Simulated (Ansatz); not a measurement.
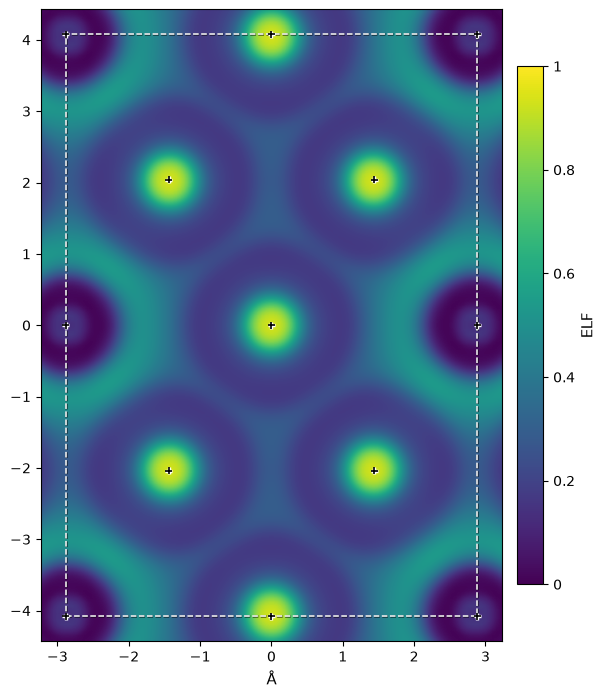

The electron localisation function on a plane through atoms (crosses mark nuclei in the plane).

These are results of DFT PBEsol, scalar-relativistic, plane waves, PAW in Ansatz 0.2.0, not measurements.

Candidates:
A. AlCu3, a = 5.77 Å, b = 5.77 Å, c = 5.77 Å, α = 90.00°, β = 90.00°, γ = 90.00°. Space group Fm-3m; a structure from a database of computed crystals, not necessarily the ambient phase; computed without spin polarisation.
B. TaN, a = 2.89 Å, b = 2.89 Å, c = 10.20 Å, α = 90.00°, β = 90.00°, γ = 90.00°. Space group I4₁md.

Which system is this?

Candidate A: AlCu3 on the (101) plane of the conventional cell, which holds Al and Cu. Al–Cu (2.50 Å): the ELF is about 0.40 at the midpoint. Cu–Cu (2.50 Å): the ELF is about 0.25 at the midpoint; no shared electron pair shows on this line.
